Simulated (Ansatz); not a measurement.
Geometry relaxation of ZnO (part 2 of 2)

ZnO (P6₃/mmc, 4 atoms in the cell); DFT, r2SCAN+rVV10, plane waves, PAW, no spin polarisation (Ansatz 0.2.0); cutoff 500 eV, 12×12×6 k-mesh, Fermi–Dirac smearing of 0.03 eV. The structure was built on a prototype by a generator. The geometry comes from this level: PBEsol.

Geometry of the input (Å; fractional positions):
```
3.4101  0.0000  0.0000
-1.7050  2.9532  0.0000
0.0000  0.0000  4.4877
Zn 0.3333  0.6667  0.2500
Zn 0.6667  0.3333  0.7500
O  0.6667  0.3333  0.2500
O  0.3333  0.6667  0.7500
```

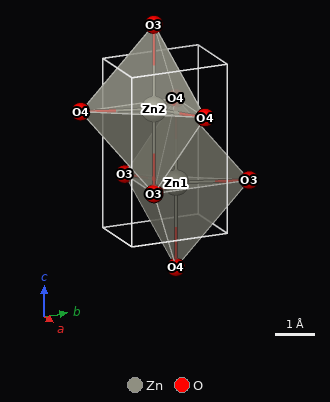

*The geometry at step 2 of the log (polyhedral view of the cell of the calculation, seen slightly off an axis; polyhedra are completed across the faces of the cell; atoms are numbered from 1 in the order of the input).*

## Output, continued
```
SCF iter   1: F=—  HF=-7786.850866 eV  |F-HF|=—  |Δ(HF+E_count)|=         —  Δρ=4.83e-4  dr2=7.47e-5  dr2_τ=2.89e-4  ethr=1.82e-7  ⟨swp⟩=2.2  Hψ=8574  notcnv=0
automatic band count: iteration 1 solves 21 bands in place of 22: the levels show a gap, and the empty bands left out lie too high to hold charge; the band table lists the bands solved (type scf.n_extra_bands for more)
preconditioner: auto → Resta (q_TF=auto, 2.630 Å⁻¹)  ε∞=7.5  [insulator: Δε(μ)=1.456 eV  Ē_g=13.023 eV  σ=0.030 eV  W_gap=1.00  n_scr=20 (ndim 8)  ℏωp=33.3 eV  f_vac=0.059  D(μ)=0.00/eV (n_scr^D=0)  ε∞_Penn≈7.5]
SCF iter   2: F=—  HF=-7786.851192 eV  |F-HF|=—  |Δ(HF+E_count)|=   3.26e-4  Δρ=2.41e-4  dr2=2.47e-5  dr2_τ=1.29e-6  ethr=1.82e-7  ⟨swp⟩=2.0  Hψ=2964  notcnv=0
SCF iter   3: F=—  HF=-7786.851186 eV  |F-HF|=—  |Δ(HF+E_count)|=   5.43e-6  Δρ=1.16e-4  dr2=6.20e-6  dr2_τ=4.93e-7  ethr=6.87e-8  ⟨swp⟩=2.3  Hψ=2777  notcnv=0
SCF iter   4: F=—  HF=-7786.851185 eV  |F-HF|=—  |Δ(HF+E_count)|=   8.06e-7  Δρ=5.39e-5  dr2=1.02e-6  dr2_τ=4.89e-8  ethr=1.72e-8  ⟨swp⟩=2.8  Hψ=3088  notcnv=0
SCF iter   5: F=-7786.851185 eV  HF=-7786.851185 eV  |F-HF|=2.73e-7  |Δ(HF+E_count)|=   1.31e-7  Δρ=2.86e-5  dr2=3.60e-7  dr2_τ=2.64e-8  ethr=1.11e-9  ⟨swp⟩=4.9  Hψ=6605  notcnv=0
SCF 3 converged in 5 iterations: F = -7786.851185 eV  dr2 = 3.60e-7
  greatest PAW one-centre occupation: 0.991 electrons in one spin orbital (limit 2), on the Zn atom at site 1 (counted from 0), in its partial waves of l = 2
relax step   3: F+E_penalty+E_count = -7786.85118521 eV  Δ(F+E_penalty+E_count) = -5.851e-4 eV  max|allowed force component| = 1.619e-16 eV/Å  Δτ_max = 0.0000 Å  P = +0.117 GPa  Ω = 44.832 Å³  energy of the carried Pulay correction = +2.490e-4 eV  (5 SCF iters, dr2 threshold 4.00e-7 eV, accepted)
Crystal: 4 atoms, lattice volume = 44.835 Å³
Basis set: ecut = 500 eV, 1169 PW (Γ), exchange–correlation on 120×120×160 points (64 copies of the dense FFT grid, shifted against one another)
rVV10 density: all electrons in the spheres
iter 1 solved again at ethr=3.10e-8 eV; its pass at ethr=3.10e-3 eV (dr2=1.12e-5 eV) is discarded
SCF iter   1: F=—  HF=-7786.851207 eV  |F-HF|=—  |Δ(HF+E_count)|=         —  Δρ=2.93e-4  dr2=1.12e-5  dr2_τ=1.46e-4  ethr=3.10e-8  ⟨swp⟩=3.0  Hψ=9907  notcnv=0
automatic band count: iteration 1 solves 21 bands in place of 22: the levels show a gap, and the empty bands left out lie too high to hold charge; the band table lists the bands solved (type scf.n_extra_bands for more)
preconditioner: auto → Resta (q_TF=auto, 2.630 Å⁻¹)  ε∞=7.5  [insulator: Δε(μ)=1.436 eV  Ē_g=13.009 eV  σ=0.030 eV  W_gap=1.00  n_scr=20 (ndim 8)  ℏωp=33.3 eV  f_vac=0.060  D(μ)=0.00/eV (n_scr^D=0)  ε∞_Penn≈7.5]
SCF iter   2: F=—  HF=-7786.851342 eV  |F-HF|=—  |Δ(HF+E_count)|=   1.34e-4  Δρ=1.06e-4  dr2=1.38e-6  dr2_τ=4.78e-7  ethr=3.10e-8  ⟨swp⟩=2.0  Hψ=2964  notcnv=0
SCF iter   3: F=—  HF=-7786.851342 eV  |F-HF|=—  |Δ(HF+E_count)|=   6.41e-7  Δρ=5.04e-5  dr2=4.73e-7  dr2_τ=3.84e-8  ethr=3.82e-9  ⟨swp⟩=2.0  Hψ=2729  notcnv=0
SCF iter   4: F=-7786.851342 eV  HF=-7786.851342 eV  |F-HF|=1.22e-8  |Δ(HF+E_count)|=   1.37e-8  Δρ=1.42e-5  dr2=3.38e-8  dr2_τ=5.15e-9  ethr=4.47e-10  ⟨swp⟩=3.0  Hψ=7414  notcnv=0
SCF 4 converged in 4 iterations: F = -7786.851342 eV  dr2 = 3.38e-8
relax step   4: F+E_penalty+E_count = -7786.85134223 eV  Δ(F+E_penalty+E_count) = -1.570e-4 eV  max|allowed force component| = 1.521e-16 eV/Å  Δτ_max = 0.0000 Å  P = +0.006 GPa  Ω = 44.835 Å³  energy of the carried Pulay correction = +2.456e-4 eV  (4 SCF iters, dr2 threshold 1.61e-7 eV, accepted)
rVV10 density: all electrons in the spheres
Initial wavefunctions: pseudopotential atomic-orbital guess (no wavefunctions were taken with the density)
iter 1 solved again at ethr=1.28e-7 eV; its pass at ethr=3.10e-3 eV (dr2=4.59e-5 eV) is discarded
SCF iter   1: F=—  HF=-7786.851091 eV  |F-HF|=—  |Δ(HF+E_count)|=         —  Δρ=4.25e-5  dr2=1.23e-7  dr2_τ=1.41e-7  ethr=1.28e-7  ⟨swp⟩=3.0  Hψ=12032  notcnv=0
preconditioner: auto → Resta (q_TF=auto, 2.630 Å⁻¹)  ε∞=6.9  [insulator: Δε(μ)=1.437 eV  Ē_g=13.641 eV  σ=0.030 eV  W_gap=1.00  n_scr=20 (ndim 8)  ℏωp=33.3 eV  f_vac=0.060  D(μ)=0.00/eV (n_scr^D=0)  ε∞_Penn≈6.9]
SCF iter   2: F=—  HF=-7786.851090 eV  |F-HF|=—  |Δ(HF+E_count)|=   3.26e-7  Δρ=2.36e-5  dr2=4.98e-8  dr2_τ=3.01e-8  ethr=3.42e-10  ⟨swp⟩=2.3  Hψ=2942  notcnv=0
SCF iter   3: F=—  HF=-7786.851090 eV  |F-HF|=—  |Δ(HF+E_count)|=   1.05e-7  Δρ=2.74e-6  dr2=1.84e-9  dr2_τ=4.56e-10  ethr=1.38e-10  ⟨swp⟩=2.0  Hψ=3044  notcnv=0
SCF iter   4: F=—  HF=-7786.851090 eV  |F-HF|=—  |Δ(HF+E_count)|=  3.59e-10  Δρ=9.40e-7  dr2=3.88e-10  dr2_τ=3.45e-11  ethr=5.11e-12  ⟨swp⟩=2.0  Hψ=3021  notcnv=0
SCF iter   5: F=—  HF=-7786.851090 eV  |F-HF|=—  |Δ(HF+E_count)|=  3.20e-10  Δρ=9.49e-7  dr2=2.23e-10  dr2_τ=1.44e-11  ethr=1.08e-12  ⟨swp⟩=2.0  Hψ=2888  notcnv=0
SCF iter   6: F=-7786.851090 eV  HF=-7786.851090 eV  |F-HF|=5.46e-12  |Δ(HF+E_count)|=  4.55e-11  Δρ=3.57e-7  dr2=2.39e-11  dr2_τ=2.55e-12  ethr=1.00e-12  ⟨swp⟩=3.6  Hψ=7542  notcnv=0
SCF 5 converged in 6 iterations: F = -7786.851090 eV  dr2 = 2.39e-11
relax step   5: F+E_penalty+E_count = -7786.85109033 eV  Δ(F+E_penalty+E_count) = +2.519e-4 eV  max|allowed force component| = 1.064e-16 eV/Å  Δτ_max = 0.0000 Å  P = +0.007 GPa  Ω = 44.835 Å³  stress off target by 1.13e-2 GPa  SCF on the basis re-selected at this cell (its energy is not comparable with the rows above)  (6 SCF iters)
basis re-selected at this cell: Δ(F+E_penalty+E_count) = +2.519e-4 eV, ΔP = +0.001 GPa vs the last step (what re-selecting the basis moved, of the pressure what is left beyond the Pulay correction that the steps carried, after the strain that the cell walked since its last selection, with what the two solves' SCF thresholds leave and, on support functions, any second-order correction that the steps lacked; it is no measure of the basis error at this ecutwfc). This SCF's stress stands 1.13e-2 GPa from its target on what of the cell is left free (relax.cell.stress_tol is 5.00e-2 GPa) and its largest allowed force component is 1.06e-16 eV/Å (relax.f_tol is 1.00e-2 eV/Å): within both
SCF converged after 6 iterations
Free energy (F): -7786.851090 eV
Harris-Foulkes:  -7786.851090 eV  (|F-HF|=5.46e-12)
Internal energy: -7786.851090 eV  (E = F + TS)
E sigma→0 (E₀):  -7786.851090 eV
Fermi energy:    8.326953 eV
--- Per-component energies (eV) ---
  E_band       = 74.132689
  E_kinetic    = 613.739038
  E_local      = -3904.766246  (includes V_loc(G=0)·N_el)
  E_nonlocal   = 1343.678805
  E_hartree    = 1614.823494
  E_xc         = -390.229594
  E_vxc        = -315.087635  (∫ρ·V_xc dr)
  E_paw        = -4030.461965  (= ΣΔE_a)
  E_vpaw       = -912.076942  (= ΣTr[D̂ρ^β])
  E_aug_tail   = 0.001504  (compensation charges beyond the density's cutoff)
  E_vtau       = 18.997299  (kinetic-family band-sum trace: ∫τ·v_τ [+ j·A + Jᵃ·Aᵃ] dr)
  E_ewald      = -3033.207007
  E_core_change = -0.429119  (= ΣΔE_core)
  E_smearing   = -0.000000  (= −TS)
  E_closure    = 0.000000  (closes the sum)
  Σ components = -7786.851090   (vs F -7786.851090, Δ=0.00e0)
--- Forces (eV/Å), atoms counted from 1 ---
  atom   1  Zn     0.00000000    -0.00000000     0.00000000
  atom   2  Zn    -0.00000000     0.00000000     0.00000000
  atom   3  O      0.00000000    -0.00000000     0.00000000
  atom   4  O     -0.00000000     0.00000000     0.00000000
  max |Σ_I F_I| component: 1.85e-17 eV/Å
--- Stress (GPa, compression-positive) ---
        0.011306      -0.000000       0.000000
       -0.000000       0.011306       0.000000
        0.000000       0.000000      -0.000770
  P = ⅓ Tr σ = 0.0073 GPa (0.073 kbar)
--- Relaxed structure (4 steps of the walk, 4 accepted, 1 SCFs on fresh bases) ---
  F+E_penalty+E_count = -7786.85109033 eV   max|allowed force component| = 1.064e-16 eV/Å   (the final SCF, on the basis selected at the relaxed cell)
  cell:  # Å, volume = 44.8347 Å³
    - [3.4107585275433734, -2.887325087454642e-11, 0.0]
    - [-1.7053792637466816, 2.953803531041404, 0.0]
    - [0.0, 0.0, 4.450220979569756]
  atoms:
    - { symbol: Zn, position: [0.33333333333333337, 0.6666666666666667, 0.24999999999999997] }
    - { symbol: Zn, position: [0.6666666666666666, 0.33333333333333337, 0.7499999999999999] }
    - { symbol: O, position: [0.6666666666666666, 0.33333333333333337, 0.24999999999999997] }
    - { symbol: O, position: [0.33333333333333337, 0.6666666666666667, 0.7499999999999999] }
```

## Trajectory as extended XYZ (Å, eV, eV/Å), 5 frames, from step=1 to step=5
```
4
Lattice="3.4101 0.0000 0.0000 -1.7050 2.9532 0.0000 0.0000 0.0000 4.4877" Properties=species:S:1:pos:R:3:forces:R:3 step=1 energy=-7786.84945 pressure_GPa=-1.07
Zn    0.0000    1.9688    1.1219    0.0000   0.0000   0.0000
Zn    1.7050    0.9844    3.3658    0.0000   0.0000   0.0000
O     1.7050    0.9844    1.1219    0.0000   0.0000   0.0000
O     0.0000    1.9688    3.3658    0.0000   0.0000   0.0000
4
Lattice="3.4071 0.0000 0.0000 -1.7036 2.9507 0.0000 0.0000 0.0000 4.4772" Properties=species:S:1:pos:R:3:forces:R:3 step=2 energy=-7786.85060 pressure_GPa=-0.45
Zn    0.0000    1.9671    1.1193    0.0000   0.0000   0.0000
Zn    1.7036    0.9836    3.3579    0.0000   0.0000   0.0000
O     1.7036    0.9836    1.1193    0.0000   0.0000   0.0000
O     0.0000    1.9671    3.3579    0.0000   0.0000   0.0000
4
Lattice="3.4061 0.0000 0.0000 -1.7031 2.9498 0.0000 0.0000 0.0000 4.4621" Properties=species:S:1:pos:R:3:forces:R:3 step=3 energy=-7786.85119 pressure_GPa=0.12
Zn    0.0000    1.9665    1.1155    0.0000   0.0000   0.0000
Zn    1.7031    0.9833    3.3466    0.0000   0.0000   0.0000
O     1.7031    0.9833    1.1155    0.0000   0.0000   0.0000
O     0.0000    1.9665    3.3466    0.0000   0.0000   0.0000
4
Lattice="3.4108 0.0000 0.0000 -1.7054 2.9538 0.0000 0.0000 0.0000 4.4502" Properties=species:S:1:pos:R:3:forces:R:3 step=4 energy=-7786.85134 pressure_GPa=0.01
Zn    0.0000    1.9692    1.1126    0.0000   0.0000   0.0000
Zn    1.7054    0.9846    3.3377    0.0000   0.0000   0.0000
O     1.7054    0.9846    1.1126    0.0000   0.0000   0.0000
O     0.0000    1.9692    3.3377    0.0000   0.0000   0.0000
4
Lattice="3.4108 0.0000 0.0000 -1.7054 2.9538 0.0000 0.0000 0.0000 4.4502" Properties=species:S:1:pos:R:3:forces:R:3 step=5 energy=-7786.85109 pressure_GPa=0.01
Zn    0.0000    1.9692    1.1126    0.0000   0.0000   0.0000
Zn    1.7054    0.9846    3.3377    0.0000   0.0000   0.0000
O     1.7054    0.9846    1.1126    0.0000   0.0000   0.0000
O     0.0000    1.9692    3.3377    0.0000   0.0000   0.0000
```

## Summary

- outcome: converged
- space group (tolerance 0.01 Å): P6₃/mmc (194)
- electrons treated: 36
- free energy: −7786.8511 eV
- Fermi energy: 8.327 eV
- pressure: 0.01 GPa
- final volume: 44.83 Å³
- largest force (length of the vector) at the end: under 0.001 eV/Å
- final cell: a = 3.411 Å, b = 3.411 Å, c = 4.450 Å, α = 90.00°, β = 90.00°, γ = 120.00°
- hardware: 2 threads of Arm Neoverse V2, 24 GiB of memory available, shared host
- wall time: 23 s (CPU time 46 s)
- peak memory: 0.56 GiB
